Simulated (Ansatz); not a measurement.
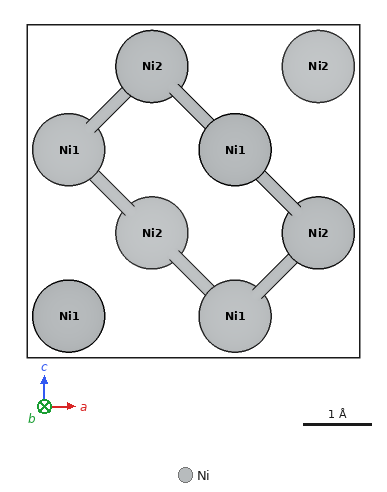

Figure 1. The structure as given in the input (ball-and-stick view of the cell 4 times as large as that of the calculation, set on its symmetry axes, along the b axis; atoms are numbered from 1 in the order of the input). Near neighbours in the crystal (not all of them lie inside the picture): Ni has 4 Ni at 2.12 Å.

# Ni: a changed input and its effect

System: Ni (Fd-3m, 2 atoms in the cell).
Method of the first run: DFT, revPBE, plane waves (420 eV) with PAW, scalar-relativistic, spin-polarised (Ansatz 0.2.0).

The structure was built on a prototype by a generator; it need not be a known phase. Text and figures count atoms from 1; the logs count them from 0 in places.

**Input file, the first run**
```yaml
crystal:
  lattice:
    - [0.0, 2.4534603088, 2.4534603088]
    - [2.4534603088, 0.0, 2.4534603088]
    - [2.4534603088, 2.4534603088, 0.0]
  atoms:
    - { symbol: Ni, position: [0.125, 0.125, 0.125], spin: 0.8 }
    - { symbol: Ni, position: [0.875, 0.875, 0.875], spin: -0.8 }
hamiltonian:
  xc: revpbe
  pseudopotentials:
    kind: paw
    azcp:
      Ni: "pseudopotentials/Ni.paw.azcp"
basis:
  ecutwfc: 420
  fft_grid_basis: typed
kpoints:
  mp_grid: { grid: [11, 11, 11], shift: [0, 0, 0] }
magnetization:
  spin_polarized: true
scf:
  occupations: { method: fermi_dirac, width: 0.05 }
relax:
  max_steps: 60
  f_tol: 0.01
  cell: {}
output:
  write_density: true
  write_potential: true
  elf: true
  volumetric_format: npy
```

Hardware: 2 threads of Intel Xeon @ 2.50GHz (Skylake/Cascade Lake), 192 GiB of memory available, shared host.

**Output, shortened to warnings, some set-up lines, iterations and results (the first run)**
```
WARN: the starting moments were not kept: 1 of 2 ended reversed and 1 kept their direction, counting a site from 0.1 of the cell's largest site moment. The largest reversed, site 0 (counted from 0, in the order of the report's site_moments_mub), started with +0.8 μB and closes at -8.4e-1 μB in its sphere. The starting moments cancel, and the net magnetisation is 1.7e0 μB in size, over 0.1 of its …
Basis set: ecut = 420 eV, 561 PW (Γ), exchange–correlation on 48×48×48 points (8 copies of the dense FFT grid, shifted against one another)
Symmetry: 24 space group operations
k-points: 56 of 1331 (time reversal used)
Initial density: superposition of atomic densities (chi_scale 0.1, normalization cell)
[...]
SCF iter   1: F=—  HF=-11680.881310 eV  |F-HF|=—  |Δ(HF+E_count)|=         —  Δρ=3.48e-2 (↑3.48e-2 ↓3.48e-2)  dr2=1.74e-1  dr2_m=2.54e-1  M=-0.000 μB ∫|m|=1.051 μB  β_m=0.30  …
SCF iter   2: F=—  HF=-11681.981200 eV  |F-HF|=—  |Δ(HF+E_count)|=         —  Δρ=7.51e-2 (↑7.51e-2 ↓7.51e-2)  dr2=3.00e-1  dr2_m=1.44e0  M=-0.000 μB ∫|m|=0.250 μB  β_m=0.30  …
SCF iter   3: F=—  HF=-11682.733989 eV  |F-HF|=—  |Δ(HF+E_count)|=   7.53e-1  Δρ=5.79e-2 (↑5.79e-2 ↓5.79e-2)  dr2=3.03e-1  dr2_m=8.36e-1  M=-0.001 μB ∫|m|=0.185 μB  β_m=0.65  …
SCF iter   4: F=—  HF=-11684.279544 eV  |F-HF|=—  |Δ(HF+E_count)|=         —  Δρ=1.02e-1 (↑1.02e-1 ↓1.02e-1)  dr2=6.06e-2  dr2_m=2.81e0  M=-1.437 μB ∫|m|=1.474 μB  β_m=0.65  …
SCF iter   5: F=—  HF=-11684.111279 eV  |F-HF|=—  |Δ(HF+E_count)|=   1.68e-1  Δρ=4.87e-2 (↑4.33e-2 ↓4.87e-2)  dr2=3.61e-2  dr2_m=5.71e-1  M=-1.526 μB ∫|m|=1.607 μB  β_m=0.82  …
[... 89 lines ...]
SCF iter   7: F=—  HF=-11684.287849 eV  |F-HF|=—  |Δ(HF+E_count)|=  3.46e-11  Δρ=2.75e-7 (↑2.75e-7 ↓7.37e-8)  dr2=2.59e-11  dr2_m=3.58e-12  M=-1.628 μB ∫|m|=1.831 μB  …
SCF iter   8: F=—  HF=-11684.287849 eV  |F-HF|=—  |Δ(HF+E_count)|=  5.64e-11  Δρ=1.34e-7 (↑1.34e-7 ↓4.36e-8)  dr2=6.83e-12  dr2_m=7.17e-13  M=-1.628 μB ∫|m|=1.831 μB  …
SCF iter   9: F=-11684.287849 eV  HF=-11684.287849 eV  |F-HF|=9.09e-12  |Δ(HF+E_count)|=  1.09e-11  Δρ=1.60e-7 (↑1.60e-7 ↓4.86e-8)  dr2=9.83e-12  dr2_m=1.04e-12  M=-1.628 μB …
SCF 8 converged in 9 iterations: F = -11684.287849 eV  dr2 = 9.83e-12
relax step   8: F+E_penalty+E_count = -11684.28784859 eV  Δ(F+E_penalty+E_count) = -1.606e-5 eV  max|allowed force component| = 1.365e-16 eV/Å  Δτ_max = 0.0000 Å  P = +0.009 …
basis re-selected at this cell: Δ(F+E_penalty+E_count) = -1.606e-5 eV, ΔP = -0.001 GPa vs the last step (what re-selecting the basis moved, of the pressure what is left beyond the Pulay correction that the steps carried, after the strain that the cell walked since its last selection, with what the …
SCF converged after 9 iterations
Magnetization: -1.6282 μB (17.1859 up, 18.8141 down)
Absolute magnetization: 1.8323 μB (∫|ρ↑−ρ↓|, with the PAW one-centre terms)
Spin contamination: 0.0245 ħ² per cell (⟨S²⟩ above its minimum at these occupations)
Per-site moments (μB) at R_I (Å): [(-0.8539730576261028, 0.9191324827413411), (-0.8539727260288429, 0.9191324827413411)]
Free energy (F): -11684.287849 eV
Harris-Foulkes:  -11684.287849 eV  (|F-HF|=9.09e-12)
Internal energy: -11684.257379 eV  (E = F + TS)
E sigma→0 (E₀):  -11684.272614 eV
Entropy (-TS):   -0.030469 eV (-15.235 meV/atom)
Fermi energy:    10.161084 eV
--- Per-component energies (eV) ---
  E_band       = -854.776063
  E_kinetic    = 561.683518
  E_local      = -8982.363277  (includes V_loc(G=0)·N_el)
  E_nonlocal   = 1278.206545
  E_hartree    = 3780.867597
  E_xc         = -165.670107
  E_vxc        = -213.002624  (∫ρ·V_xc dr)
  E_paw        = -3272.938911  (= ΣΔE_a)
  E_vpaw       = -1061.036430  (= ΣTr[D̂ρ^β])
  E_aug_tail   = 0.001358  (compensation charges beyond the density's cutoff)
  E_ewald      = -4883.981139
  E_core_change = -0.062964  (= ΣΔE_core)
  E_smearing   = -0.030469  (= −TS)
  E_closure    = -0.000000  (closes the sum)
  Σ components = -11684.287849   (vs F -11684.287849, Δ=0.00e0)
--- Forces (eV/Å), atoms counted from 1 ---
  atom   1  Ni     0.00000000     0.00000000     0.00000000
  atom   2  Ni    -0.00000000    -0.00000000    -0.00000000
  max |Σ_I F_I| component: 1.39e-17 eV/Å
--- Stress (GPa, compression-positive) ---
        0.008846       0.000000       0.000000
        0.000000       0.008846       0.000000
        0.000000      -0.000000       0.008846
  P = ⅓ Tr σ = 0.0088 GPa (0.088 kbar)
--- Relaxed structure (6 steps of the walk, 6 accepted, 2 SCFs on fresh bases) ---
  F+E_penalty+E_count = -11684.28784859 eV   max|allowed force component| = 1.365e-16 eV/Å   (the final SCF, on the basis selected at the relaxed cell)
  cell:  # Å, volume = 34.0644 Å³
    - [9.392437524756007e-34, 2.5729036913049326, 2.5729036913049326]
[...]
```

The input of the second run differs as follows (lines with − go, lines with + come):
```diff
-    - { symbol: Ni, position: [0.125, 0.125, 0.125], spin: 0.8 }
-    - { symbol: Ni, position: [0.875, 0.875, 0.875], spin: -0.8 }
+    - { symbol: Ni, position: [0.125, 0.125, 0.125] }
+    - { symbol: Ni, position: [0.875, 0.875, 0.875] }
-  spin_polarized: true
+  spin_polarized: false
-  occupations: { method: fermi_dirac, width: 0.05 }
+  occupations: { method: fermi_dirac, width: 0.1 }
```

How does the second run compare with the first run?

With the same functional and potentials, the second run lies 95.1 meV per atom higher (other lines of the input change too). The volume per atom goes from 17.03 to 17.00 Å³. The SCF takes 44 iterations over all geometry steps against 83. The two runs start from different initial densities, which also moves the count.

**Output, shortened to warnings, some set-up lines, iterations and results (the second run)**
```
Basis set: ecut = 420 eV, 561 PW (Γ), exchange–correlation on 48×48×48 points (8 copies of the dense FFT grid, shifted against one another)
Symmetry: 48 space group operations
k-points: 56 of 1331
Initial density: superposition of atomic densities (neutral atoms: chi_scale 0, normalization atom), corrected by the library's trained network
[...]
SCF iter   1: F=—  HF=-11683.995891 eV  |F-HF|=—  |Δ(HF+E_count)|=         —  Δρ=1.45e-2  dr2=3.00e-2  ethr=1.77e-3  ⟨swp⟩=5.6  Hψ=4645  notcnv=0
SCF iter   2: F=—  HF=-11684.005552 eV  |F-HF|=—  |Δ(HF+E_count)|=   9.66e-3  Δρ=2.24e-2  dr2=7.67e-2  ethr=8.35e-5  ⟨swp⟩=2.0  Hψ=2801  notcnv=0
SCF iter   3: F=—  HF=-11683.992677 eV  |F-HF|=—  |Δ(HF+E_count)|=   1.29e-2  Δρ=4.87e-3  dr2=3.94e-3  ethr=8.35e-5  ⟨swp⟩=2.7  Hψ=2220  notcnv=0
SCF iter   4: F=—  HF=-11683.991971 eV  |F-HF|=—  |Δ(HF+E_count)|=   7.06e-4  Δρ=8.17e-4  dr2=1.17e-4  ethr=1.09e-5  ⟨swp⟩=2.0  Hψ=1870  notcnv=0
SCF iter   5: F=—  HF=-11683.991950 eV  |F-HF|=—  |Δ(HF+E_count)|=   2.09e-5  Δρ=1.54e-5  dr2=3.07e-8  ethr=3.26e-7  ⟨swp⟩=2.0  Hψ=1699  notcnv=0
[... 50 lines ...]
SCF iter   4: F=—  HF=-11684.191204 eV  |F-HF|=—  |Δ(HF+E_count)|=   2.87e-9  Δρ=3.13e-6  dr2=1.74e-9  ethr=3.80e-12  ⟨swp⟩=2.1  Hψ=2266  notcnv=0
SCF iter   5: F=—  HF=-11684.191204 eV  |F-HF|=—  |Δ(HF+E_count)|=  2.47e-10  Δρ=5.78e-7  dr2=5.91e-11  ethr=3.80e-12  ⟨swp⟩=2.4  Hψ=1713  notcnv=0
SCF iter   6: F=-11684.191204 eV  HF=-11684.191204 eV  |F-HF|=1.82e-12  |Δ(HF+E_count)|=  7.28e-12  Δρ=5.12e-8  dr2=4.30e-13  ethr=1.00e-12  ⟨swp⟩=4.0  Hψ=5828  notcnv=0
SCF 8 converged in 6 iterations: F = -11684.191204 eV  dr2 = 4.30e-13
relax step   8: F+E_penalty+E_count = -11684.19120383 eV  Δ(F+E_penalty+E_count) = -1.667e-5 eV  max|allowed force component| = 1.203e-16 eV/Å  Δτ_max = 0.0000 Å  P = +0.007 …
basis re-selected at this cell: Δ(F+E_penalty+E_count) = -1.667e-5 eV, ΔP = -0.001 GPa vs the last step (what re-selecting the basis moved, of the pressure what is left beyond the Pulay correction that the steps carried, after the strain that the cell walked since its last selection, with what the …
SCF converged after 6 iterations
Free energy (F): -11684.191204 eV
Harris-Foulkes:  -11684.191204 eV  (|F-HF|=1.82e-12)
Internal energy: -11683.973753 eV  (E = F + TS)
E sigma→0 (E₀):  -11684.082479 eV
Entropy (-TS):   -0.217450 eV (-108.725 meV/atom)
Fermi energy:    10.005405 eV
--- Per-component energies (eV) ---
  E_band       = -850.258489
  E_kinetic    = 562.671284
  E_local      = -8982.517816  (includes V_loc(G=0)·N_el)
  E_nonlocal   = 1279.367465
  E_hartree    = 3783.102531
  E_xc         = -165.675626
  E_vxc        = -213.010188  (∫ρ·V_xc dr)
  E_paw        = -3273.846884  (= ΣΔE_a)
  E_vpaw       = -1062.975711  (= ΣTr[D̂ρ^β])
  E_aug_tail   = 0.001340  (compensation charges beyond the density's cutoff)
  E_ewald      = -4887.013083
  E_core_change = -0.062964  (= ΣΔE_core)
  E_smearing   = -0.217450  (= −TS)
  E_closure    = 0.000000  (closes the sum)
  Σ components = -11684.191204   (vs F -11684.191204, Δ=0.00e0)
--- Forces (eV/Å), atoms counted from 1 ---
  atom   1  Ni    -0.00000000     0.00000000     0.00000000
  atom   2  Ni     0.00000000    -0.00000000    -0.00000000
  max |Σ_I F_I| component: 3.70e-17 eV/Å
--- Stress (GPa, compression-positive) ---
        0.007499       0.000000       0.000000
        0.000000       0.007499       0.000000
        0.000000       0.000000       0.007499
  P = ⅓ Tr σ = 0.0075 GPa (0.075 kbar)
--- Relaxed structure (6 steps of the walk, 6 accepted, 2 SCFs on fresh bases) ---
  F+E_penalty+E_count = -11684.19120383 eV   max|allowed force component| = 1.203e-16 eV/Å   (the final SCF, on the basis selected at the relaxed cell)
  cell:  # Å, volume = 34.0010 Å³
    - [2.229225264391822e-34, 2.5713074401684852, 2.5713074401684852]
    - [2.5713074401684852, -1.0349974441819167e-33, 2.5713074401684852]
    - [2.5713074401684852, 2.5713074401684852, -1.1337202773192685e-33]
  atoms:
    - { symbol: Ni, position: [0.125, 0.125, 0.125] }
    - { symbol: Ni, position: [0.8750000000000001, 0.8750000000000001, 0.8750000000000001] }
```

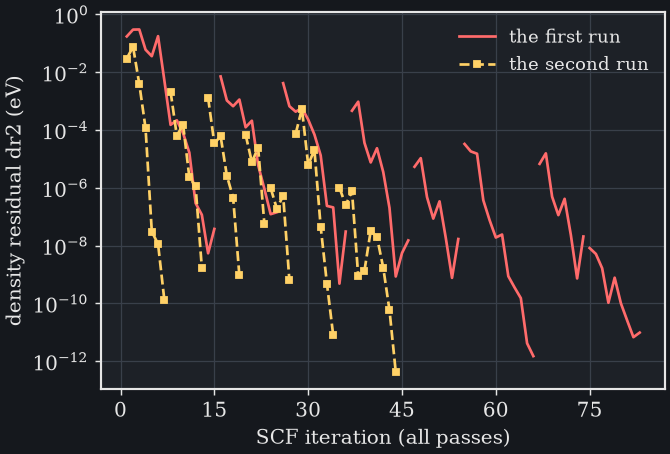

Figure 2. Convergence of the two runs: density residual dr2 against the SCF iteration. A break in a curve parts two SCF passes. The first run takes 83 iterations in all, and the second run takes 44.

**The two runs side by side**

```tsv
quantity	the first run	the second run
outcome	converged	converged
free energy per atom (eV)	−5842.1439	−5842.0956
energy per atom, smearing taken to zero (eV)	−5842.1363	−5842.0412
net moment of the cell (μB)	−1.63	–
absolute moment of the cell (μB)	1.83	–
pressure (GPa)	0.01	0.01
volume per atom (Å³)	17.03	17.00
largest force (eV/Å)	0.000	0.000
SCF iterations	83	44
irreducible k-points	56	56
```

For the first run: Warnings: some starting moments were not kept. For the second run: The run has no spin polarisation, so a magnetic state may lie lower.
